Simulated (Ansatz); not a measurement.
Rh6H: single-point calculation (part 2 of 2)

The same run, continued: Rh6H (slab, 14 atoms in the cell); DFT PBE, scalar-relativistic, plane waves, PAW, PAW set soft_1, no spin polarisation (Ansatz 0.2.0); cutoff 420 eV, 6×6×1 k-mesh, Gaussian smearing of 0.1 eV. The structure derives from an entry of the Crystallography Open Database.

Geometry of the input (Å; fractional positions):
```
5.4166  0.0000  0.0000
-2.7083  4.6909  0.0000
0.0000  0.0000  22.2966
Rh 0.3333  0.1667  0.1794
Rh 0.3333  0.6667  0.1794
Rh 0.8333  0.1667  0.1794
Rh 0.8333  0.6667  0.1794
Rh 0.1667  0.3333  0.2758
Rh 0.1667  0.8333  0.2758
Rh 0.6667  0.3333  0.2758
Rh 0.6667  0.8333  0.2758
Rh 0.0000  0.0000  0.3721
Rh 0.0000  0.5000  0.3721
Rh 0.5000  0.0000  0.3721
Rh 0.5000  0.5000  0.3721
H  0.1871  0.3741  0.4353
H  0.3129  0.6259  0.4353
```

### Output, continued
```
  k-point 0: bands = ["-75.7822", "-75.7247", "-75.6992", "-75.6844", "-75.3562", "-75.3159", "-75.2362", "-75.1808", "-75.1760", "-75.1675", "-75.1609", "-75.1535", "-43.9007", "-43.8995", "-43.8782", "-43.8243", "-43.7563", "-43.7290", "-43.7109", "-43.4983", "-43.4873", "-43.4841", "-43.4580", "-43.4516", "-43.4193", "-43.3446", "-43.3419", "-43.3394", "-43.3273", "-43.3249", "-43.1927", "-43.1274", "-43.0897", "-43.0300", "-43.0205", "-43.0002", "-42.9969", "-42.9907", "-42.9861", "-42.9789", "-42.9506", "-42.9443", "-42.9413", "-42.9283", "-42.9205", "-42.8951", "-42.8703", "-42.8684", "-4.9754", "-3.7255", "-2.7070", "-2.6682", "-2.6671", "-2.5738", "-2.4194", "-2.3770", "-2.3754", "-2.2937", "-2.1285", "-2.1166", "-1.9314", "-1.7788", "-1.6833", "-1.5331", "-0.7051", "-0.5543", "-0.2773", "-0.0050", "0.0322", "0.1006", "0.1430", "0.1449", "0.2687", "0.4259", "0.4289", "0.4401", "0.4684", "0.4752", "0.7993", "0.8042", "0.9287", "1.2899", "1.3719", "1.3830", "2.0155", "2.0667", "2.0901", "2.1073", "2.1898", "2.1972", "2.3485", "2.4401", "2.7427", "2.7557", "3.2834", "3.3041", "3.3273", "3.4053", "3.4217", "3.4222", "3.5592", "3.5629", "3.6650", "3.6899", "3.6974", "3.7060", "4.0389", "4.0662", "4.0918", "4.1695", "4.1730", "4.1743", "4.4243", "4.7904", "5.0935", "6.0590", "6.4586", "7.0040", "7.1260", "7.1356", "7.1746", "7.5865", "8.0883", "8.1947"]
  k-point 1: bands = ["-75.7781", "-75.7247", "-75.7033", "-75.6844", "-75.3546", "-75.3159", "-75.2318", "-75.1824", "-75.1760", "-75.1719", "-75.1609", "-75.1535", "-43.8809", "-43.8732", "-43.8509", "-43.8160", "-43.7509", "-43.7266", "-43.7050", "-43.5159", "-43.4959", "-43.4779", "-43.4629", "-43.4227", "-43.3980", "-43.3832", "-43.3505", "-43.3255", "-43.3140", "-43.3071", "-43.1900", "-43.1203", "-43.1113", "-43.0375", "-43.0176", "-43.0162", "-43.0075", "-43.0000", "-42.9840", "-42.9764", "-42.9692", "-42.9514", "-42.9440", "-42.9311", "-42.9251", "-42.9023", "-42.9008", "-42.8764", "-4.8830", "-3.5332", "-2.5808", "-2.5016", "-2.4818", "-2.3868", "-2.2661", "-2.2411", "-2.2399", "-2.1448", "-2.0406", "-1.9883", "-1.8317", "-1.5819", "-1.4711", "-1.4287", "-0.6139", "-0.5522", "-0.3311", "-0.0404", "0.0647", "0.1133", "0.1293", "0.2053", "0.2640", "0.3044", "0.3254", "0.3495", "0.4909", "0.5736", "0.7400", "0.8955", "0.9764", "1.1730", "1.1732", "1.2601", "1.6930", "1.8751", "1.9318", "2.0503", "2.0643", "2.1309", "2.1975", "2.2382", "2.5053", "2.7562", "2.9442", "2.9974", "3.0834", "3.1311", "3.1871", "3.2720", "3.2741", "3.3537", "3.3699", "3.5139", "3.5712", "3.5721", "3.5810", "3.7982", "3.8272", "3.8851", "3.9115", "3.9382", "4.5711", "5.0027", "5.5330", "5.6981", "6.2886", "6.7479", "6.9483", "7.7918", "7.8603", "8.0113", "8.2142", "8.3501"]
  k-point 2: bands = ["-75.7681", "-75.7246", "-75.7135", "-75.6844", "-75.3513", "-75.3159", "-75.2203", "-75.1859", "-75.1835", "-75.1759", "-75.1608", "-75.1535", "-43.8361", "-43.8159", "-43.7964", "-43.7619", "-43.7402", "-43.7277", "-43.6933", "-43.5714", "-43.5413", "-43.4919", "-43.4508", "-43.4455", "-43.3734", "-43.3439", "-43.3429", "-43.2867", "-43.2829", "-43.2382", "-43.1874", "-43.1664", "-43.1084", "-43.0658", "-43.0634", "-43.0583", "-43.0549", "-43.0022", "-43.0011", "-42.9903", "-42.9659", "-42.9648", "-42.9565", "-42.9434", "-42.9315", "-42.9272", "-42.9142", "-42.8977", "-4.7059", "-3.0033", "-2.3544", "-2.0641", "-2.0568", "-1.9970", "-1.9189", "-1.8329", "-1.8271", "-1.8003", "-1.7434", "-1.6641", "-1.5142", "-1.2049", "-1.0476", "-0.9534", "-0.6056", "-0.5701", "-0.4794", "-0.3513", "-0.2247", "-0.0132", "0.0211", "0.1288", "0.1931", "0.3250", "0.3754", "0.6230", "0.6314", "0.6986", "0.7038", "0.7743", "0.7969", "0.8803", "0.8947", "1.1995", "1.4146", "1.4574", "1.5009", "1.6840", "1.7629", "1.7967", "1.8741", "1.8888", "1.9848", "2.0528", "2.0697", "2.2532", "2.5867", "2.6206", "2.6875", "2.7277", "2.7984", "2.8484", "2.9123", "3.0610", "3.2105", "3.2973", "3.3748", "3.4952", "3.5868", "3.7014", "3.8164", "3.8312", "4.0013", "5.3141", "6.1807", "6.2384", "6.3720", "6.9188", "6.9501", "8.1381", "8.3760", "8.7051", "8.7154", "9.0344"]
  k-point 12: bands = ["-75.7554", "-75.7431", "-75.7015", "-75.6907", "-75.3360", "-75.3330", "-75.2093", "-75.1949", "-75.1756", "-75.1717", "-75.1658", "-75.1610", "-43.8000", "-43.7752", "-43.7606", "-43.7548", "-43.7111", "-43.7028", "-43.6957", "-43.6498", "-43.5683", "-43.5137", "-43.4478", "-43.4065", "-43.3701", "-43.3525", "-43.3127", "-43.2998", "-43.2635", "-43.2329", "-43.1881", "-43.1403", "-43.1095", "-43.0978", "-43.0734", "-43.0585", "-43.0488", "-43.0208", "-43.0114", "-42.9908", "-42.9743", "-42.9684", "-42.9639", "-42.9568", "-42.9447", "-42.9330", "-42.9294", "-42.9232", "-4.5369", "-2.5601", "-2.1563", "-1.8736", "-1.8059", "-1.7924", "-1.7141", "-1.6609", "-1.5451", "-1.5135", "-1.4604", "-1.2769", "-1.2636", "-1.1168", "-1.0143", "-0.8489", "-0.8282", "-0.5565", "-0.4848", "-0.4502", "-0.3013", "-0.2817", "-0.1326", "0.0208", "0.1317", "0.2908", "0.3908", "0.4866", "0.5287", "0.5790", "0.6240", "0.7092", "0.7938", "0.8600", "0.9605", "0.9896", "1.0938", "1.2250", "1.2418", "1.2893", "1.3686", "1.5676", "1.7630", "1.8516", "1.8981", "1.9560", "2.0453", "2.0754", "2.2132", "2.3704", "2.4876", "2.5516", "2.6935", "2.8428", "2.9651", "3.0116", "3.2254", "3.2612", "3.3299", "3.4208", "3.4669", "3.5811", "3.6354", "3.6647", "4.3151", "4.7086", "5.1458", "5.6512", "6.5672", "7.1973", "7.6546", "8.3577", "8.7647", "8.9529", "9.1993", "9.5993"]
```

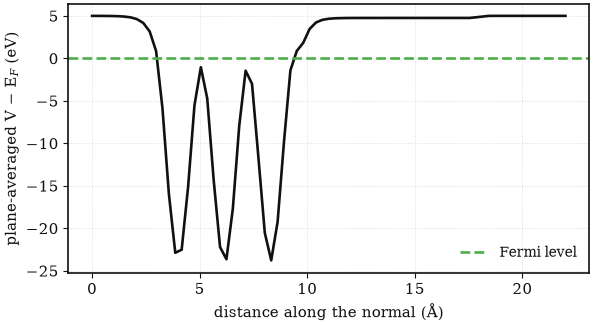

Figure 1. Plane average of the electrostatic potential energy of an electron across the cell, from the Fermi level. The vacuum level lies 4.76 eV above the Fermi level on the upper side and 5.00 eV on the lower.

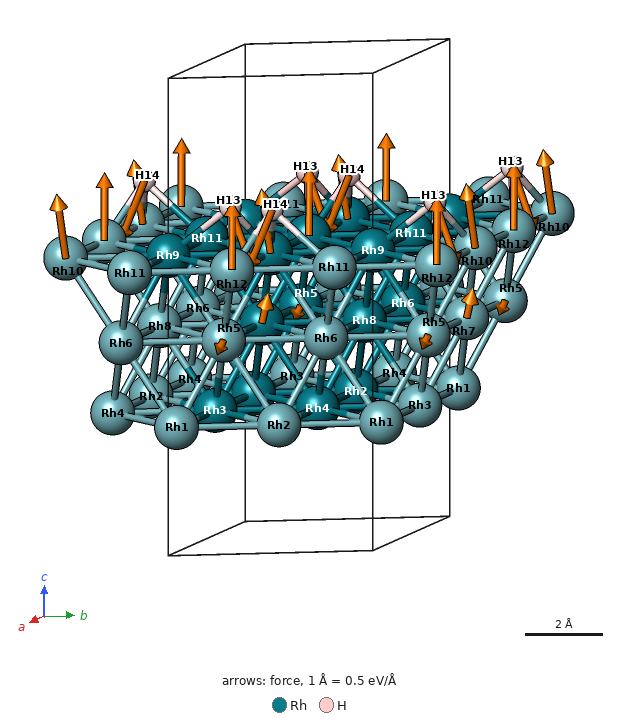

Figure 2. Forces on the atoms as orange arrows (ball-and-stick view of the cell of the calculation, with the vacuum cut short, seen slightly off an axis; neighbours outside the cell are drawn fainter; atoms are numbered from 1 in the order of the input); the smallest are left out. The largest act on H13 (0.94 eV/Å); H14 (0.93 eV/Å); Rh10, Rh12 (0.90 eV/Å); Rh7 (0.42 eV/Å). The geometry is not a stationary point of this energy.

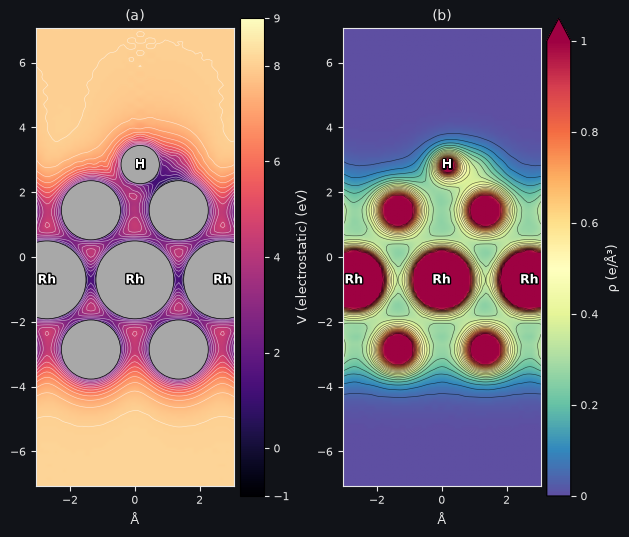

Figure 3. (a) electrostatic potential (local pseudopotential plus Hartree) felt by an electron; (b) valence pseudo-density on the (100) plane of the calculation cell, a cut from vacuum to vacuum. Grey discs, where drawn, cover atomic cores. The section cuts through Rh and H sites. Rh–Rh (2.71 Å): ρ at the midpoint is about 0.35 e/Å³. The density dies away to nearly zero in the vacuum. In a PAW calculation such maps are meaningful between the atoms, not at the nuclei.

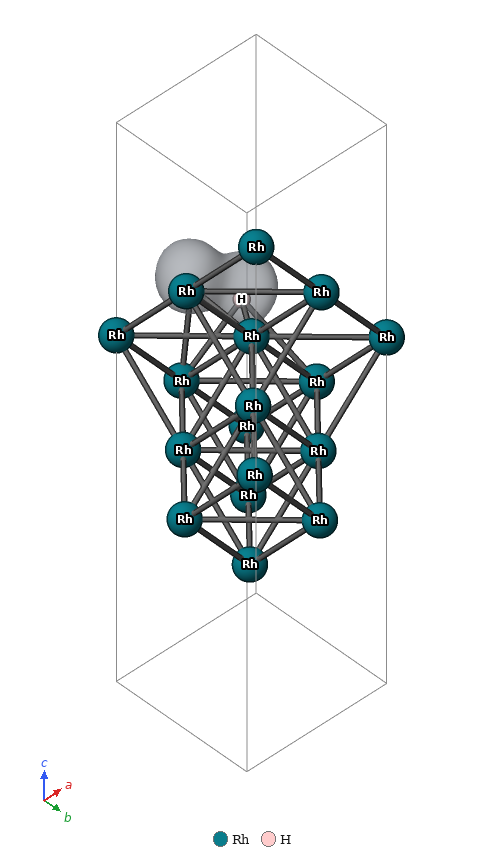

Figure 4. Isosurface of the electron localisation function at 0.7 (grey), seen at an oblique angle. Core shells and regions of very low density are left out. Sticks mark near contacts. Values along the shortest contacts: Rh–H (2.04 Å): the ELF climbs to about 1 towards the hydrogen, as it does in any bond to H. Rh–Rh (2.66 Å): the ELF is about 0.30 at the midpoint; no shared electron pair.

### Key numbers

| quantity | value |
| --- | --- |
| outcome | converged |
| electrons treated | 206 |
| free energy | −76860.4382 eV |
| work function, top face | 4.76 eV |
| work function, bottom face | 5.00 eV |
| Fermi energy | 3.183 eV |
| gap on the k-point mesh | none (metallic) |
| work function (upper face) | 4.76 eV |
| largest force (length of the vector) | 0.936 eV/Å |
| wall time | 64 s (CPU time 4.1 min) |
| peak memory | 1.8 GiB |

Warnings of the run: the exchange-correlation potential is rough where the density is thin.
